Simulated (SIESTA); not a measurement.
System: CdS, space group F-43m (No. 216).

Structure:
```
CELL_PARAMETERS angstrom
0.00000 2.91650 2.91650
2.91650 0.00000 2.91650
2.91650 2.91650 0.00000
ATOMIC_POSITIONS crystal
Cd 0.00000 0.00000 0.00000
S 0.75000 0.75000 0.75000
```

Calculation (SIESTA 5.4.2): DFT in numerical atomic orbitals with pseudopotentials, no spin polarisation; energies at scaled volumes of the given cell, shape and fractions fixed, counted from the fit's minimum, third-order Birch-Murnaghan fit. Level: PBE.

```
         setting                                                                     value
          k mesh                                                                     8×8×8
     occupations                                                               Fermi–Dirac
  smearing width                                                                   0.05 eV
      potentials  PseudoDojo 0.4 standard, converted to PSML, two zetas on semicore shells
program settings                                             basis DZP, mesh cutoff 800 Ry
```

Predict the energy and pressure against volume. The volume takes the values 23.32, 23.82, 24.31, 24.81, 25.30, 25.80, 26.30 Å³/atom.

A third-order Birch–Murnaghan fit gives V0 = 26.11 Å³/atom, B0 = 55.7 GPa and B′ = 4.6. The energy falls from 63.92 meV/atom at volume 23.32 Å³/atom to 0.25 meV/atom at 26.30 Å³/atom. The pressure falls from 8.17 GPa at volume 23.32 Å³/atom to −0.40 GPa at 26.30 Å³/atom, and changes sign near 26.11 Å³/atom.

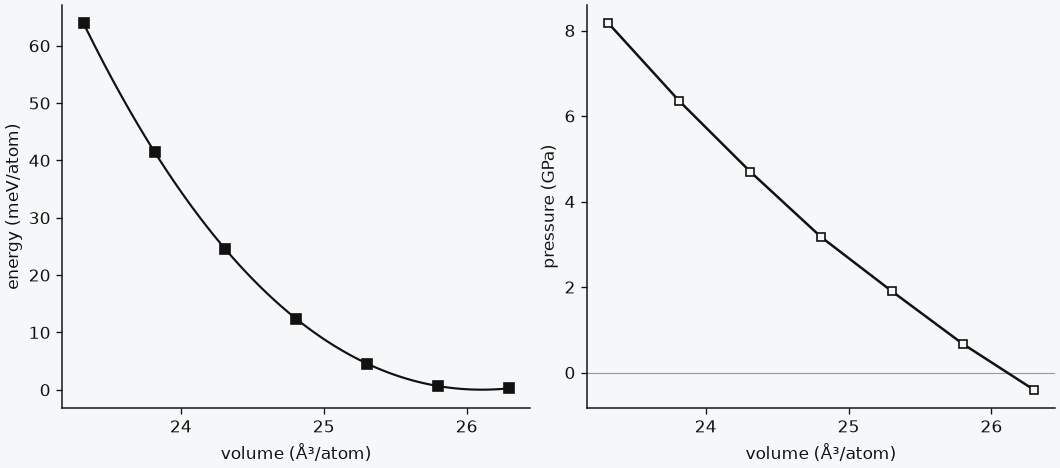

Keep in mind: mulliken charges of long orbitals.
